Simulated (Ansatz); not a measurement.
The coordinates of a crystal:

```cif
data_structure
_symmetry_space_group_name_H-M 'P 1'
_symmetry_Int_Tables_number 1
_cell_length_a 3.4277
_cell_length_b 3.4277
_cell_length_c 8.7567
_cell_angle_alpha 90.000
_cell_angle_beta 90.000
_cell_angle_gamma 120.000
_cell_volume 89.10
loop_
_atom_site_label
_atom_site_type_symbol
_atom_site_fract_x
_atom_site_fract_y
_atom_site_fract_z
_atom_site_occupancy
P1 P 0.33333 0.66667 0.88320 1
P2 P 0.00000 0.00000 0.78346 1
P3 P 0.00000 0.00000 0.21654 1
P4 P 0.66667 0.33333 0.11680 1
P5 P 0.66667 0.33333 0.54987 1
P6 P 0.33333 0.66667 0.45013 1
```

Q: Say what kind of structure these coordinates give.

A: The element is phosphorus. The atoms follow space group R-3m (No. 166); the Bravais lattice is rhombohedral (trigonal R). Among the common structure types it is α-arsenic (A7) type. The cell holds six atoms. P is linked to three P in a trigonal pyramidal arrangement at 2.16 Å. The bonds build P layers parallel to (001).

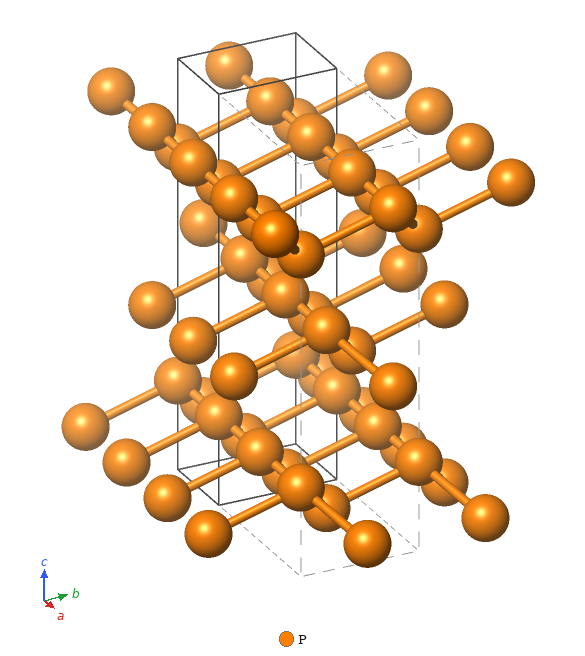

Structure drawing (ball-and-stick), viewed slightly off an axis. The solid box is one conventional unit cell, and 3×1×1 cells are shown. Atoms just outside the outline that bond to atoms inside are added.

The model was built from a structure listed in the Materials Project. The cell was then strained or its atoms displaced on purpose. A calculation with Ansatz used it as input.

At this level of theory the cell isn't at rest (compressed, at 9 GPa and forces up to 2.5 eV/Å), so its distances can differ from those at equilibrium, the more so the softer the solid.
